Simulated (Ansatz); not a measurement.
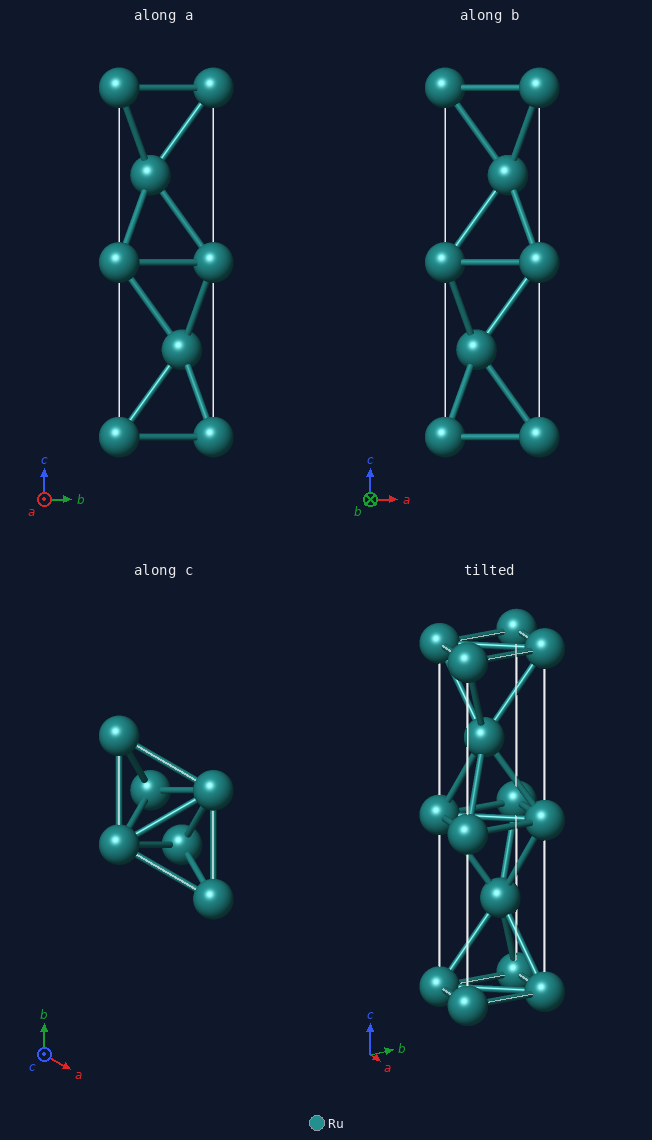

Structure drawing (ball-and-stick), viewed along the a axis, along the b axis, along the c axis and slightly off an axis. The outline marks the conventional unit cell.

Lattice parameters: a = 2.7273 Å, b = 2.7273 Å, c = 8.7536 Å, α = 90.000°, β = 90.000°, γ = 120.000°.

Question: Reconstruct the structure as a CIF with its space group and independent sites.

Answer:
```cif
data_structure
_symmetry_space_group_name_H-M 'P 63/m m c'
_symmetry_Int_Tables_number 194
_cell_length_a 2.7273
_cell_length_b 2.7273
_cell_length_c 8.7536
_cell_angle_alpha 90.000
_cell_angle_beta 90.000
_cell_angle_gamma 120.000
_cell_volume 56.39
loop_
_atom_site_label
_atom_site_type_symbol
_atom_site_symmetry_multiplicity
_atom_site_Wyckoff_symbol
_atom_site_fract_x
_atom_site_fract_y
_atom_site_fract_z
_atom_site_occupancy
Ru1 Ru 2 a 0.0000 0.0000 0.0000 1
Ru2 Ru 2 c 0.3333 0.6667 0.2500 1
```

Starting structure: a structure type filled with this element by a generator (whether the element takes this form wasn't checked). Earlier steps of the study may have refined or changed the cell and positions. Ansatz was used for an electronic-structure calculation on it.

At this level of theory the cell isn't at rest (stretched, at -12 GPa), so its distances can differ from those at equilibrium, the more so the softer the solid.
